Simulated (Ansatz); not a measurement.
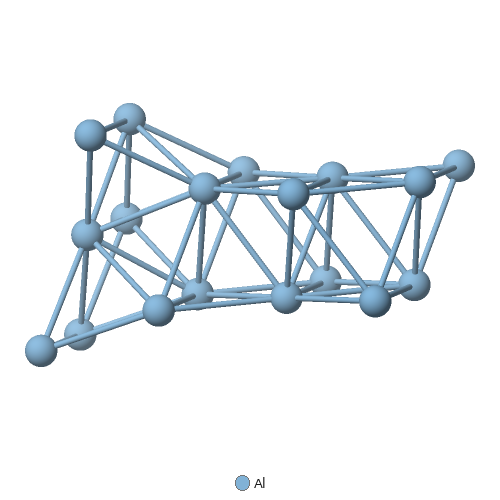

The system is H₂ on an Al(101) slab cut from the P6_3/mmc phase, its upper half relaxed before the scan (18 atoms of substrate and one adsorbate in a 2 × 1 cell); the picture shows it without the atoms that are moved over the map. 
- H2 lies flat over one site of a rigid substrate while its bond length and height are varied; it sits over a hollow site, heights counted from the top plane, its axis along the second surface vector.
- Coordinates scanned: (1) distance H19-H20; (2) height of the H2 axis above the plane of Al17.
- Grid: 8 × 9 points. At 15 points there is no value (left out: too close to the surface, or the stretched molecule far from it).
- Points are written as (first, second).
- Energies: eV, counted from the lowest grid point.
- Level of theory: DFT PBE, scalar-relativistic, plane waves, PAW in Ansatz. Settings: cutoff 420 eV, k-mesh 5×3×1, gaussian smearing 0.1 eV, no spin polarisation.

Range: distance H19-H20 from 0.650 to 2.650 Å; height of the H2 axis above the plane of Al17 from 0.45 to 3.60 Å.

What landscape does the calculation give?

The lowest grid point is at (0.750 Å, 3.00 Å). The highest grid point, (2.650 Å, 1.73 Å), lies 3.62 eV above the lowest. On the interpolated surface the lowest path from the intact molecule far from the surface, about (0.76 Å, 3.11 Å), to the stretched end of the scan, about (2.54 Å, 0.45 Å), has its top at (1.495 Å, 0.45 Å), about 1.6 eV above the start and 0.22 eV above the end.

```
second ↓, first →  0.650  0.750  0.919  1.181  1.495  1.849  2.235  2.650
             3.60   0.22   0.00   0.35   1.49      –      –      –      –
             3.00   0.22   0.00   0.35   1.47      –      –      –      –
             2.60   0.22   0.00   0.35   1.46      –      –      –      –
             2.05   0.26   0.04   0.36   1.43   2.63      –      –      –
             1.73   0.32   0.09   0.40   1.41   2.51   3.27   3.60   3.62
             1.41   0.43   0.19   0.48   1.41   2.36   2.92   3.07   2.95
             1.09   0.63   0.37   0.61   1.41   2.15   2.48   2.47   2.29
             0.77   0.94   0.65   0.79   1.39   1.86   1.98   1.88   1.73
             0.45   1.44   1.09   1.09   1.40   1.57   1.50   1.39   1.36
```

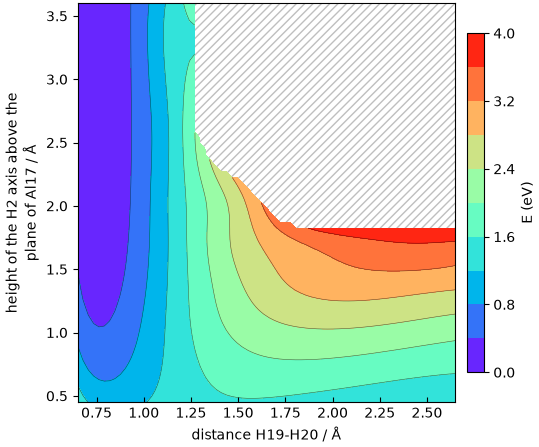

Drawn: filled contours, hatched blanks where no value was computed. Between grid points the surface is interpolated.

The whole map (57 points run) took 13 min on 1 thread of AMD EPYC 9R45 96-Core Processor (Zen 5), with other jobs on the host.
